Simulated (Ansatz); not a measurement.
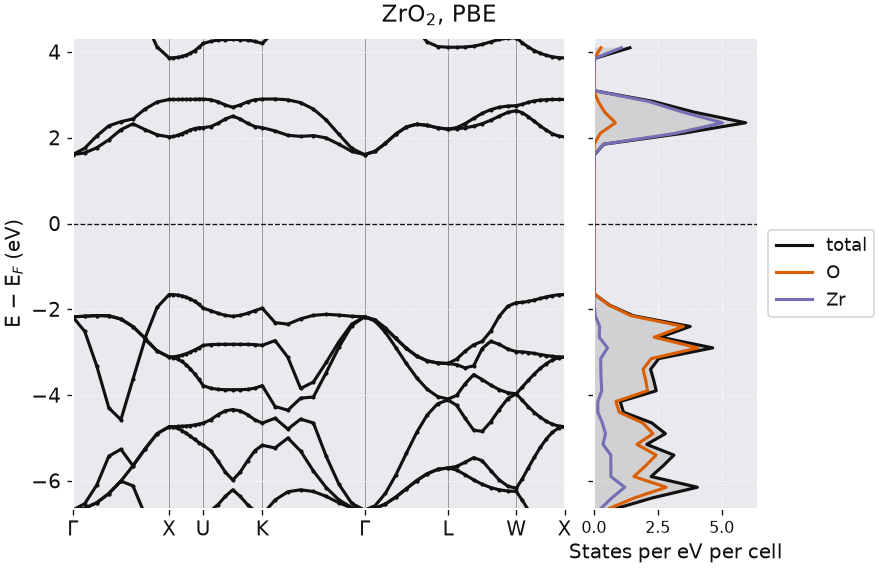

Band structure and density of states. Energies are counted from the Fermi level. The path runs straight from each named point to the next. The partial curves are projected on Löwdin-orthogonalised atomic shells.

What lattice type does the k path imply?

Answer. A face-centred cubic lattice: the path Γ–X–U–K–Γ–L–W–X runs through the special points of its Brillouin zone.

System: ZrO2, space group Fm-3m (No. 225), 3 atoms in the cell.

Space group Fm-3m (No. 225). a = 5.150 Å, b = 5.150 Å, c = 5.150 Å, α = 90.00°, β = 90.00°, γ = 90.00°
```
atom  site  symmetry       x       y       z
  Zr    4a      m-3m  0.0000  0.0000  0.0000
   O    8c      -43m  0.2500  0.7500  0.7500
```

Computed with Ansatz: DFT with PBE, PAW plane waves, no spin polarisation, 9×9×9 k mesh, 420 eV cutoff, Fermi-Dirac smearing of 0.1 eV.

Metal, semiconductor or insulator, and what is the gap?

Answer. The bands leave a gap. The gap along this path is 3.26 eV and indirect, from the valence-band top at X to the conduction-band bottom at Γ; the smallest direct gap is 3.68 eV, at X.

What are the direct gaps at X, K and W?

Answer. The direct gaps are 3.68 eV at X, 4.21 eV at K and 4.48 eV at W.

How much do the top valence band and the lowest conduction band disperse along the path?

Answer. The top valence band spans 1.6 eV and the lowest conduction band 1.0 eV.

Which states form the band edges?

Answer. By projected weight, the top eV of the valence band is O almost alone; the bottom eV of the conduction band is Zr (90 %).
